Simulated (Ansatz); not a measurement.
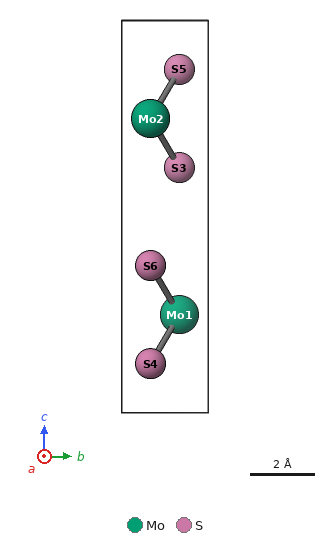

**Figure 1.** The structure as given in the input (ball-and-stick view of the cell of the calculation, along the a axis; atoms are numbered from 1 in the order of the input). An atom can appear more than once, as a periodic image.

Single-point calculation, with input and output: MoS2

- system: MoS2 (P6₃/mmc, 6 atoms in the cell)
- method: DFT, hse6, plane waves, PAW (Ansatz 0.2.0)

The structure derives from an entry of the Crystallography Open Database. The geometry comes from this level: r2scan-rvv10.

**Input**
```yaml
crystal:
  lattice:
    - [3.1730194941, 0.0, 0.0]
    - [-1.586509747, 2.7479154886, 0.0]
    - [0.0, 0.0, 12.4359056939]
  atoms:
    - { symbol: Mo, position: [0.3333333333, 0.6666666667, 0.25] }
    - { symbol: Mo, position: [0.6666666667, 0.3333333333, 0.75] }
    - { symbol: S, position: [0.3333333333, 0.6666666667, 0.6249005388] }
    - { symbol: S, position: [0.6666666667, 0.3333333333, 0.1249005388] }
    - { symbol: S, position: [0.3333333333, 0.6666666667, 0.8750994612] }
    - { symbol: S, position: [0.6666666667, 0.3333333333, 0.3750994612] }
kpoints:
  mp_grid: { grid: [6, 6, 2] }
hamiltonian:
  xc: hse6
scf:
  occupations: { method: fixed }
  n_extra_bands: 5
output:
  forces: true
  stress: true
  eigenvalues: true
```

Hardware: 4 threads of Arm Neoverse V1, 112 GiB of memory available, shared host.

Run as:
```bash
ansatz run input.yaml --threads 4 --pin off --max-ram 4608MiB --backend cpu --events-out ev --progress --plain --runs-dir out
```

**What the program printed**
```
Error: YAML parse error: error: line 16 column 7: hamiltonian.xc: unknown variant `hse6`, expected one of `lda`, `lda-pw`, `pw92`, `pbe`, `pbesol`, `rpbe`, `revpbe`, `blyp`, `pbe0`, `revpbe0`, `b3lyp`, `b3lyp5`, `hse06`, `wpbeh`, `hiss`, `lc_wpbe`, `cam_b3lyp`, `hf`, `r2scan`, `r2scanh`, `r2scan0`, `r2scan50`, `mr2scan`
  --> <input>:16:7
   |
14 |   mp_grid: { grid: [6, 6, 2] }
15 | hamiltonian:
16 |   xc: hse6
   |       ^ hamiltonian.xc: unknown variant `hse6`, expected one of `lda`, `lda-pw`, `pw92`, `pbe`, `pbesol`, `rpbe`, `revpbe`, `blyp`, `pbe0`, `revpbe0`, `b3lyp`, `b3lyp5`, `hse06`, `wpbeh`, `hiss`, `lc_wpbe`, `cam_b3lyp`, `hf`, `r2scan`, `r2scanh`, `r2scan0`, `r2scan50`, `mr2scan`
17 | scf:
18 |   occupations: { method: fixed }
   |
```

**Outcome**

- outcome: refused by the program
- space group (tolerance 0.01 Å): P6₃/mmc (194)

Some settings of this run were drawn to be unusual or wrong. The program refused the input: “YAML parse error: error: line 16 column 7: hamiltonian.xc: unknown variant `hse6`, expected one of `lda`, `lda-pw`, `pw92`, `pbe`, `pbesol`, `rpbe`, `revpbe`, `blyp`, `pbe0`, `revpbe0`, `b3lyp`, `b3lyp5`, `hse06`, `wpbeh`, `hiss`, `lc_wpbe`, `cam_b3lyp`, `hf`, `r2scan`, `r2scanh`, `r2scan0`, `r2scan50`, `mr2scan` --> …”
